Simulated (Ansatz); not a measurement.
# Calculations on NaCl and related structures

## 1. Relaxation

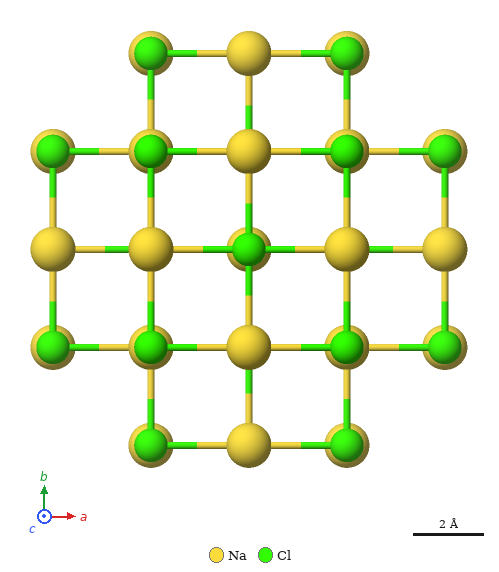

Starting structure of crystalline NaCl (set up in Fm-3m). A ball-and-stick model of the conventional cell (4 times the calculation's cell), seen along the c axis. Lengths and directions refer to the drawn axes.

These are results of Ansatz, DFT PBE, scalar-relativistic, plane waves, PAW, not measurements.

Input file:
```yaml
crystal:
  lattice:
    - [0.0, 2.83175, 2.83175]
    - [2.83175, 0.0, 2.83175]
    - [2.83175, 2.83175, 0.0]
  atoms:
    - { symbol: Na, position: [0.0, 0.0, 0.0] }
    - { symbol: Cl, position: [0.5, 0.5, 0.5] }
basis:
  ecutwfc: 420
kpoints:
  mp_grid: { grid: [8, 8, 8] }
hamiltonian:
  xc: pbe
scf:
  occupations: { method: gaussian, width: 0.02 }
output:
  forces: true
  stress: true
  eigenvalues: true
  write_density: true
  write_potential: true
  elf: true
  volumetric_format: npy
relax:
  adjacent_minimum: "off"
  f_tol: 0.005
  max_steps: 80
  cell: { stress_tol: 0.05 }
```

Run as
```bash
ansatz run input.yaml --threads 4 --pin off --max-ram 9216MiB --backend cpu --events-out ev --progress --plain --runs-dir out
```

Where does the relaxation end?

The atoms keep their places relative to the cell (all moves are under 0.005 Å). The volume changes by +1.7 %, with a = b = c 5.663 → 5.696 Å (+0.6 %). Near-neighbour distances that change, for instance: Na1–Cl2 2.832 → 2.848 Å. The space group stays Fm-3m (No. 225). After 2 accepted moves (3 points after the start) the energy has fallen by 0.5 meV per atom. All forces vanish by symmetry, so only the cell relaxes. The pressure goes from 0.42 to 0.00 GPa. At 1 point the geometry stayed and the basis and grid were re-selected for the new cell (energy shift of less than 0.05 meV per atom at most each time).

## 2. Relaxation

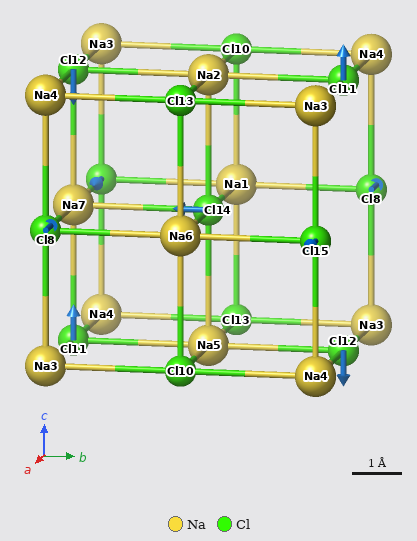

This is a relaxation of a defect cell of composition Na7Cl8 (cell charge −1). The starting structure is drawn; blue arrows show the displacements, magnified 10 times.

The picture is a ball-and-stick view of the atoms within 5.0 Å of the atom that moves most (axes of the conventional cell (4 times the calculation's cell)), seen slightly off an axis. Lengths and directions refer to the drawn axes.

Case: Na vacancy, atoms relaxed.

These are results of DFT PBE, scalar-relativistic, plane waves, PAW (Ansatz 0.2.0), not measurements. Settings: plane-wave cutoff 420 eV; k-point mesh 4 × 4 × 4; occupations gaussian; smearing width 0.05 eV; no spin polarisation; atoms relaxed in a fixed cell; force threshold 0.02 eV/Å; at most 50 steps.

**Atoms of which element are displaced furthest, and by how much?**

Chlorine: up to 0.076 Å, against 0.000 Å for sodium.

**What did the optimiser do to the structure, and how much energy did it gain?**

The energy falls by 51.0 meV per cell of the calculation in 2 accepted moves (3 points after the start). The largest force component goes from 0.22 to 0.0049 eV/Å. 1 step only repeated the SCF at the same geometry. The largest moves, 0.076 Å, are those of Cl8, Cl9, Cl11, Cl12, Cl14 and Cl15. Cl14 goes along −b. Na stays in place. The cell stays as it was. Some distances before and after: Na7–Cl11 2.848 → 2.772 Å. Among the angles between lasting bonds that change: Na1–Cl14–Na6 180.0° → 176.9°. The run took 20 s on 4 threads of Intel(R) Xeon(R) Platinum 8375C CPU @ 2.90GHz (Ice Lake), on a shared host, peak memory 1 GiB.

Limits of the set-up: the periodic images lie only 8.1 Å apart, so the values are limited by the cell's size; the cell is charged, on a uniform background, and energies carry no finite-size correction.

## 3. Path

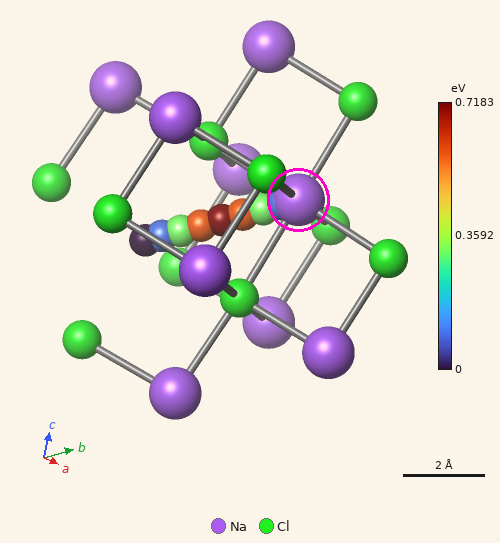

A search for the minimum-energy path of a defect cell of composition Na₇Cl₈ (cell charge −1) with a Na vacancy (15 atoms in the cell) by the nudged elastic band. Images are numbered from 0 (start) to 8 (end). The start is drawn whole; smaller spheres mark the moving atoms (Na) in the later images, joined by lines and coloured by the energy of the image relative to the start. Style: ball-and-stick. Shown: the atoms within 5.0 Å of the middle of the path, slightly off an axis. The moving atom is ringed, with any periodic copies. Bonds to atoms that aren't drawn are left out.

The calculation used Ansatz, DFT PBE, scalar-relativistic, plane waves, PAW. Set-up: plane-wave cutoff 420 eV; k-point mesh 4 × 4 × 4; Gaussian smearing 0.05 eV; 7 movable images; climbing image from the first iteration; force threshold 0.05 eV/Å; iteration limit 60.

**Describe the path and its energy.**

It is a vacancy jump: a nearby atom moves into the empty site and leaves its own site empty. A Na atom travels furthest, 4.03 Å from end to end, along −b, on a straight line. At the highest image its nearest neighbour (Cl) is 2.43 Å away, against 2.85 Å at the start, and the surrounding atoms stand up to 0.37 Å off the mean of their end positions. The two ends have the same energy, and the highest point, image 4, lies 0.72 eV above the start. The band is converged.

Limits of the set-up: the periodic images lie only 8.1 Å apart, so the values are limited by the cell's size; the cell is charged, on a uniform background, and energies carry no finite-size correction.

Cost: 11 min on 4 threads of Intel(R) Xeon(R) Platinum 8375C CPU @ 2.90GHz (Ice Lake) (shared host), peak memory 3.9 GiB.
